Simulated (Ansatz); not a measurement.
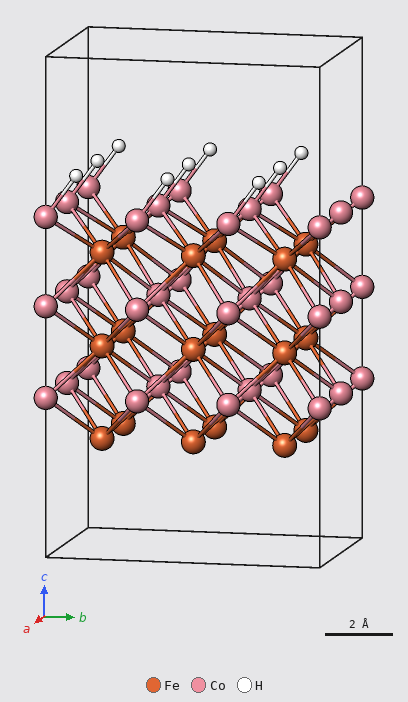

Figure 1. The input geometry (ball-and-stick view of the 2 × 3 repeat of the cell, with the vacuum cut short, seen slightly off an axis). An atom can appear more than once, as a periodic image.

# Geometry relaxation, with input and output: Fe3Co3H (part 1 of 3)

Fe3Co3H (slab, 7 atoms in the cell), computed with DFT PBEsol, scalar-relativistic, plane waves, PAW, spin-polarised (Ansatz 0.2.0).

The structure derives from an entry of the Crystallography Open Database. The input holds or restrains some coordinates. Forces given for the steps count only the free coordinates. It belongs to a series of runs on one base structure; here: H over the place (0/3, 1/3) of the surface cell, its height relaxed.

Output
```
Engine: ansatz 0.2.0, aarch64-unknown-linux-gnu
Pseudopotentials: kind: paw
Pseudopotential: Fe, paw, valence charge 16, recommended cutoff 420 eV (normal), Fe.paw.azcp
Pseudopotential: Co, paw, valence charge 17, recommended cutoff 420 eV (normal), Co.paw.azcp
Pseudopotential: H, paw, valence charge 1, recommended cutoff 420 eV (normal), H.paw.azcp
Functional definition: PBEsol
  exchange = pbesol_x
  correlation = pbesol_c
Crystal: 7 atoms, lattice volume = 203.909 Å³
Basis set: ecut = 420 eV, 4051 PW (Γ), exchange–correlation on 40×40×360 points (8 copies of the dense FFT grid, shifted against one another)
Bands: 70, of which v1, the nominal top of the filled ones, is band 50 counted from 1 (49 counted from 0)
Symmetry: 2 space group operations
k-points: 36 of 100 (time reversal used)
Non-local potential: Fe, projectors of the file, l = 0: 3, l = 1: 2, l = 2: 3, l = 3: 1
Non-local potential: Co, projectors of the file, l = 0: 3, l = 1: 2, l = 2: 3, l = 3: 1
Non-local potential: H, projectors of the file, l = 0: 2, l = 1: 1
PAW form: soft (Blöchl's): semilocal exchange-correlation on the pseudo side does not see the compensation charge
PAW frozen core: Fe, regenerated for the run's functional, and the local potential with it (the file was generated under x = pbe(κ = 0.804, μ = 0.2195149727645171), c = pbe(β = 0.06672455060314922))
PAW frozen core: Co, regenerated for the run's functional, and the local potential with it (the file was generated under x = pbe(κ = 0.804, μ = 0.2195149727645171), c = pbe(β = 0.06672455060314922))
PAW one-centre angular grid: Fe, 590 points (default); XC on 64 Gauss nodes
PAW one-centre angular grid: Co, 590 points (default); XC on 64 Gauss nodes
PAW one-centre angular grid: H, 110 points (default); XC on 64 Gauss nodes
Initial density: superposition of atomic densities (neutral atoms: chi_scale 0, normalization atom)
Starting moments: Σ|m| = 15.98 μB on 7 of 7 sites
Initial wavefunctions: pseudopotential atomic-orbital guess
Functional: x = pbesol(κ = 0.804, μ = 0.12345679012345678), c = pbesol(β = 0.046)
SCF iter   1: F=—  HF=-28636.342948 eV  |F-HF|=—  |Δ(HF+E_count)|=         —  Δρ=4.89e-2 (↑2.52e-2 ↓4.89e-2)  dr2=1.46e1  dr2_m=8.18e-1  M=14.303 μB ∫|m|=14.514 μB  β_m=1.00  ethr=3.10e-3  p=-0.000 e·Å  D=-7.31e-6 V/Å  ΔV_dip=0.00 eV  dr2_dipole=1.33e0  V_vac-E_F(+/−)=7.37/7.37 eV  ⟨swp⟩=11.4  Hψ=28086  notcnv=0  defer=150
Mixer restart at iter 1: flushing history
efield: sawtooth ramp at fractional position 0.9638 (placed from the atoms, in the widest stretch of the axis that holds none; the zero of the levels goes with the place), width 0.0400; the density the first Hamiltonian is built on has a dipole p = -0.000 e·Å; the dipole correction subtracts the counter field D = -7.31e-6 V/Å, which shifts the + side's vacuum level by +0.00 eV against the − side's; the planar-averaged density in the ramp window peaks in size at 2.0e-5 e/Å³
preconditioner: auto → LDOS  [metal: Δε(μ)=0.010 eV  Ē_g=7.916 eV  σ=0.100 eV  W_gap=0.06  n_scr=48 (ndim 8)  ℏωp=18.8 eV  f_vac=0.589  D(μ)=4.36/eV (n_scr^D=16)]
spin=Collinear: LDOS preconditioning applied to the charge; magnetization (m = ρ↑ − ρ↓) channel mixes plain (no charge-response kernel on spin).
SCF iter   2: F=—  HF=-28634.925750 eV  |F-HF|=—  |Δ(HF+E_count)|=    1.42e0  Δρ=1.47e-2 (↑1.34e-2 ↓1.47e-2)  dr2=2.58e0  dr2_m=1.30e-1  M=13.959 μB ∫|m|=14.465 μB  β_m=0.33  ethr=3.10e-3  p=-0.047 e·Å  D=-4.13e-2 V/Å  ΔV_dip=1.07 eV  dr2_dipole=8.25e-1  V_vac-E_F(+/−)=6.59/5.52 eV  ⟨swp⟩=3.9  Hψ=11757  notcnv=0  defer=569
density mixer auto → msr1: a metal under ldos (density of states about μ 2.15 of a free-electron gas's, 48 screened modes)
SCF iter   3: F=—  HF=-28636.676811 eV  |F-HF|=—  |Δ(HF+E_count)|=    1.75e0  Δρ=9.26e-3 (↑8.06e-3 ↓9.26e-3)  dr2=5.57e-1  dr2_m=5.80e-2  M=13.756 μB ∫|m|=14.335 μB  β_m=0.45  ethr=2.58e-3  p=-0.069 e·Å  D=-6.09e-2 V/Å  ΔV_dip=1.58 eV  dr2_dipole=1.74e-1  V_vac-E_F(+/−)=6.19/4.61 eV  ⟨swp⟩=2.4  Hψ=6589  notcnv=0  defer=582
SCF iter   4: F=—  HF=-28638.095096 eV  |F-HF|=—  |Δ(HF+E_count)|=    1.42e0  Δρ=6.08e-3 (↑4.34e-3 ↓6.08e-3)  dr2=1.20e-1  dr2_m=3.33e-2  M=13.546 μB ∫|m|=14.204 μB  β_m=0.59  ethr=5.57e-4  p=-0.080 e·Å  D=-7.07e-2 V/Å  ΔV_dip=1.84 eV  dr2_dipole=1.28e-5  V_vac-E_F(+/−)=5.83/3.99 eV  ⟨swp⟩=2.7  Hψ=8061  notcnv=0  defer=585
SCF iter   5: F=—  HF=-28638.439398 eV  |F-HF|=—  |Δ(HF+E_count)|=         —  Δρ=7.54e-3 (↑4.46e-3 ↓7.54e-3)  dr2=3.95e-2  dr2_m=6.21e-2  M=13.317 μB ∫|m|=13.968 μB  β_m=0.59  ethr=1.20e-4  p=-0.069 e·Å  D=-6.09e-2 V/Å  ΔV_dip=1.58 eV  dr2_dipole=5.38e-3  V_vac-E_F(+/−)=5.74/4.16 eV  ⟨swp⟩=2.1  Hψ=9126  notcnv=0  defer=599
SCF iter   6: F=—  HF=-28638.486745 eV  |F-HF|=—  |Δ(HF+E_count)|=   4.73e-2  Δρ=3.25e-3 (↑3.25e-3 ↓3.17e-3)  dr2=1.02e-2  dr2_m=1.85e-2  M=13.229 μB ∫|m|=13.904 μB  β_m=0.80  ethr=3.95e-5  p=-0.066 e·Å  D=-5.88e-2 V/Å  ΔV_dip=1.53 eV  dr2_dipole=3.82e-3  V_vac-E_F(+/−)=5.71/4.18 eV  ⟨swp⟩=2.6  Hψ=10372  notcnv=0  defer=601
SCF iter   7: F=—  HF=-28638.496671 eV  |F-HF|=—  |Δ(HF+E_count)|=   9.93e-3  Δρ=2.20e-3 (↑1.95e-3 ↓2.20e-3)  dr2=2.33e-2  dr2_m=7.96e-4  M=13.165 μB ∫|m|=13.895 μB  β_m=0.62  ethr=1.02e-5  p=-0.072 e·Å  D=-6.42e-2 V/Å  ΔV_dip=1.67 eV  dr2_dipole=1.98e-3  V_vac-E_F(+/−)=5.72/4.05 eV  ⟨swp⟩=2.6  Hψ=9844  notcnv=0  defer=601
SCF iter   8: F=—  HF=-28638.490800 eV  |F-HF|=—  |Δ(HF+E_count)|=   5.87e-3  Δρ=5.21e-4 (↑4.39e-4 ↓5.21e-4)  dr2=1.48e-3  dr2_m=1.70e-4  M=13.153 μB ∫|m|=13.888 μB  β_m=0.73  ethr=1.02e-5  p=-0.072 e·Å  D=-6.36e-2 V/Å  ΔV_dip=1.65 eV  dr2_dipole=3.26e-4  V_vac-E_F(+/−)=5.70/4.05 eV  ⟨swp⟩=2.1  Hψ=9181  notcnv=0  defer=601
SCF iter   9: F=—  HF=-28638.491389 eV  |F-HF|=—  |Δ(HF+E_count)|=   5.90e-4  Δρ=2.80e-4 (↑2.14e-4 ↓2.80e-4)  dr2=3.04e-4  dr2_m=3.93e-5  M=13.158 μB ∫|m|=13.893 μB  β_m=0.81  ethr=1.48e-6  p=-0.072 e·Å  D=-6.37e-2 V/Å  ΔV_dip=1.66 eV  dr2_dipole=2.86e-5  V_vac-E_F(+/−)=5.70/4.04 eV  ⟨swp⟩=2.5  Hψ=7514  notcnv=0  defer=601
SCF iter  10: F=—  HF=-28638.491478 eV  |F-HF|=—  |Δ(HF+E_count)|=   8.89e-5  Δρ=2.47e-4 (↑2.47e-4 ↓2.39e-4)  dr2=3.29e-4  dr2_m=8.69e-6  M=13.159 μB ∫|m|=13.893 μB  β_m=0.62  ethr=3.04e-7  p=-0.072 e·Å  D=-6.40e-2 V/Å  ΔV_dip=1.66 eV  dr2_dipole=3.35e-5  V_vac-E_F(+/−)=5.70/4.03 eV  ⟨swp⟩=2.3  Hψ=8921  notcnv=0  defer=601
SCF iter  11: F=—  HF=-28638.491404 eV  |F-HF|=—  |Δ(HF+E_count)|=   7.48e-5  Δρ=6.69e-5 (↑3.91e-5 ↓6.69e-5)  dr2=1.26e-5  dr2_m=2.50e-6  M=13.158 μB ∫|m|=13.893 μB  β_m=0.68  ethr=3.04e-7  p=-0.072 e·Å  D=-6.41e-2 V/Å  ΔV_dip=1.67 eV  dr2_dipole=2.80e-6  V_vac-E_F(+/−)=5.69/4.03 eV  ⟨swp⟩=2.4  Hψ=8641  notcnv=0  defer=601
SCF iter  12: F=—  HF=-28638.491407 eV  |F-HF|=—  |Δ(HF+E_count)|=   3.48e-6  Δρ=3.01e-5 (↑2.64e-5 ↓3.01e-5)  dr2=2.69e-6  dr2_m=5.01e-7  M=13.158 μB ∫|m|=13.892 μB  β_m=0.66  ethr=1.26e-8  p=-0.072 e·Å  D=-6.43e-2 V/Å  ΔV_dip=1.67 eV  dr2_dipole=1.35e-8  V_vac-E_F(+/−)=5.70/4.02 eV  ⟨swp⟩=2.8  Hψ=8108  notcnv=0  defer=601
iter 13 did not close the SCF: its close was put off until two iterations running show no level that it waits for move by more than its bar (scf_convergence_deferred on its scf_iter line)
SCF iter  13: F=-28638.491404 eV  HF=-28638.491409 eV  |F-HF|=4.72e-6  |Δ(HF+E_count)|=   2.12e-6  Δρ=2.64e-5 (↑9.67e-6 ↓2.64e-5)  dr2=4.38e-6  dr2_m=2.95e-7  M=13.159 μB ∫|m|=13.892 μB  β_m=0.71  ethr=2.69e-9  p=-0.073 e·Å  D=-6.44e-2 V/Å  ΔV_dip=1.67 eV  dr2_dipole=8.41e-7  V_vac-E_F(+/−)=5.70/4.02 eV  ⟨swp⟩=22.1  Hψ=50969  notcnv=0
iter 14 did not close the SCF: its close was put off until two iterations running show no level that it waits for move by more than its bar (scf_convergence_deferred on its scf_iter line)
SCF iter  14: F=-28638.491409 eV  HF=-28638.491409 eV  |F-HF|=1.76e-7  |Δ(HF+E_count)|=   1.62e-7  Δρ=6.92e-6 (↑6.80e-6 ↓6.92e-6)  dr2=2.59e-7  dr2_m=2.47e-8  M=13.159 μB ∫|m|=13.892 μB  β_m=0.79  ethr=2.69e-9  p=-0.073 e·Å  D=-6.44e-2 V/Å  ΔV_dip=1.67 eV  dr2_dipole=6.08e-9  V_vac-E_F(+/−)=5.70/4.02 eV  ⟨swp⟩=13.0  Hψ=37207  notcnv=0
SCF iter  15: F=-28638.491409 eV  HF=-28638.491409 eV  |F-HF|=6.61e-7  |Δ(HF+E_count)|=   5.46e-8  Δρ=9.90e-6 (↑3.44e-6 ↓9.90e-6)  dr2=5.77e-7  dr2_m=2.48e-8  M=13.159 μB ∫|m|=13.892 μB  ethr=2.59e-10  p=-0.073 e·Å  D=-6.44e-2 V/Å  ΔV_dip=1.67 eV  dr2_dipole=1.20e-7  V_vac-E_F(+/−)=5.70/4.02 eV  ⟨swp⟩=11.6  Hψ=35932  notcnv=0
SCF 1 converged in 15 iterations: F = -28638.491409 eV  dr2 = 5.77e-7
  greatest PAW one-centre occupation: 1.003 electrons in one spin orbital (limit 2), on the Fe atom at site 0 (counted from 0), in its partial waves of l = 1
relax step   1: F+E_penalty+E_count = -28638.49140867 eV  Δ(F+E_penalty+E_count) = +0.000e0 eV  max|allowed force component| = 6.256e-1 eV/Å  Δτ_max = 0.0000 Å  (15 SCF iters, dr2 threshold 1.00e-5 eV, accepted)
Initial density: handed on by an earlier stage of this run
Starting moments: Σ|m| = 15.98 μB on 7 of 7 sites; this step starts from the density that it was given
Initial wavefunctions: those handed on with the density
iter 1 solved again at ethr=5.13e-6 eV; its pass at ethr=3.10e-3 eV (dr2=5.13e-3 eV) is discarded
SCF iter   1: F=—  HF=-28638.501650 eV  |F-HF|=—  |Δ(HF+E_count)|=         —  Δρ=2.35e-3 (↑1.59e-3 ↓2.35e-3)  dr2=4.80e-3  dr2_m=6.43e-3  M=13.154 μB ∫|m|=13.891 μB  β_m=1.00  ethr=5.13e-6  p=-0.073 e·Å  D=-6.44e-2 V/Å  ΔV_dip=1.67 eV  dr2_dipole=9.41e-4  V_vac-E_F(+/−)=5.69/4.02 eV  ⟨swp⟩=2.6  Hψ=14685  notcnv=0  defer=529
efield: sawtooth ramp at fractional position 0.9638 (handed on by an earlier solve), width 0.0400; the density the first Hamiltonian is built on has a dipole p = -0.073 e·Å; the dipole correction subtracts the counter field D = -6.44e-2 V/Å, which shifts the + side's vacuum level by +1.67 eV against the − side's; the planar-averaged density in the ramp window peaks in size at 1.7e-5 e/Å³
preconditioner: auto → LDOS  [metal: Δε(μ)=0.001 eV  Ē_g=7.381 eV  σ=0.100 eV  W_gap=0.01  n_scr=12 (ndim 8)  ℏωp=18.8 eV  f_vac=0.602  D(μ)=5.08/eV (n_scr^D=16)]
spin=Collinear: LDOS preconditioning applied to the charge; magnetization (m = ρ↑ − ρ↓) channel mixes plain (no charge-response kernel on spin).
SCF iter   2: F=—  HF=-28638.515519 eV  |F-HF|=—  |Δ(HF+E_count)|=   1.39e-2  Δρ=7.12e-4 (↑4.12e-4 ↓7.12e-4)  dr2=2.12e-3  dr2_m=1.64e-4  M=13.157 μB ∫|m|=13.883 μB  β_m=0.34  ethr=4.80e-6  p=-0.072 e·Å  D=-6.40e-2 V/Å  ΔV_dip=1.66 eV  dr2_dipole=4.68e-4  V_vac-E_F(+/−)=5.68/4.02 eV  ⟨swp⟩=3.0  Hψ=8288  notcnv=0  defer=543
density mixer auto → msr1: a metal under ldos (density of states about μ 2.30 of a free-electron gas's, 48 screened modes)
SCF iter   3: F=—  HF=-28638.515642 eV  |F-HF|=—  |Δ(HF+E_count)|=   1.22e-4  Δρ=4.04e-4 (↑4.04e-4 ↓2.82e-4)  dr2=8.07e-4  dr2_m=1.01e-4  M=13.157 μB ∫|m|=13.879 μB  β_m=0.64  ethr=2.12e-6  p=-0.072 e·Å  D=-6.36e-2 V/Å  ΔV_dip=1.65 eV  dr2_dipole=2.65e-4  V_vac-E_F(+/−)=5.67/4.02 eV  ⟨swp⟩=2.2  Hψ=6802  notcnv=0  defer=556
SCF iter   4: F=—  HF=-28638.515942 eV  |F-HF|=—  |Δ(HF+E_count)|=   3.00e-4  Δρ=2.49e-4 (↑2.49e-4 ↓1.23e-4)  dr2=4.34e-5  dr2_m=5.62e-5  M=13.155 μB ∫|m|=13.876 μB  β_m=0.80  ethr=8.07e-7  p=-0.071 e·Å  D=-6.30e-2 V/Å  ΔV_dip=1.64 eV  dr2_dipole=2.05e-9  V_vac-E_F(+/−)=5.66/4.02 eV  ⟨swp⟩=2.3  Hψ=6855  notcnv=0  defer=542
SCF iter   5: F=—  HF=-28638.515958 eV  |F-HF|=—  |Δ(HF+E_count)|=   1.62e-5  Δρ=1.17e-4 (↑9.81e-5 ↓1.17e-4)  dr2=1.87e-5  dr2_m=1.43e-5  M=13.154 μB ∫|m|=13.874 μB  β_m=0.90  ethr=4.34e-8  p=-0.071 e·Å  D=-6.30e-2 V/Å  ΔV_dip=1.64 eV  dr2_dipole=6.67e-7  V_vac-E_F(+/−)=5.66/4.02 eV  ⟨swp⟩=2.9  Hψ=9546  notcnv=0  defer=536
SCF iter   6: F=—  HF=-28638.515976 eV  |F-HF|=—  |Δ(HF+E_count)|=   1.75e-5  Δρ=1.20e-4 (↑1.20e-4 ↓8.81e-5)  dr2=5.11e-5  dr2_m=3.94e-6  M=13.153 μB ∫|m|=13.874 μB  β_m=0.74  ethr=1.87e-8  p=-0.071 e·Å  D=-6.30e-2 V/Å  ΔV_dip=1.64 eV  dr2_dipole=2.99e-6  V_vac-E_F(+/−)=5.66/4.02 eV  ⟨swp⟩=3.0  Hψ=10090  notcnv=0  defer=530
SCF iter   7: F=—  HF=-28638.515963 eV  |F-HF|=—  |Δ(HF+E_count)|=   1.31e-5  Δρ=2.68e-5 (↑2.68e-5 ↓1.27e-5)  dr2=1.96e-6  dr2_m=2.04e-7  M=13.153 μB ∫|m|=13.873 μB  β_m=0.68  ethr=1.87e-8  p=-0.071 e·Å  D=-6.30e-2 V/Å  ΔV_dip=1.64 eV  dr2_dipole=3.03e-7  V_vac-E_F(+/−)=5.66/4.02 eV  ⟨swp⟩=2.2  Hψ=8819  notcnv=0  defer=526
SCF iter   8: F=-28638.515953 eV  HF=-28638.515963 eV  |F-HF|=1.03e-5  |Δ(HF+E_count)|=   5.62e-7  Δρ=4.85e-5 (↑1.44e-5 ↓4.85e-5)  dr2=1.08e-5  dr2_m=6.68e-7  M=13.152 μB ∫|m|=13.872 μB  ethr=1.96e-9  p=-0.071 e·Å  D=-6.30e-2 V/Å  ΔV_dip=1.64 eV  dr2_dipole=4.66e-7  V_vac-E_F(+/−)=5.66/4.02 eV  ⟨swp⟩=18.1  Hψ=46957  notcnv=0
SCF 2 converged in 8 iterations: F = -28638.515953 eV  dr2 = 1.08e-5
[... from here on the iterations of each SCF are left out, up to the last one ...]
```
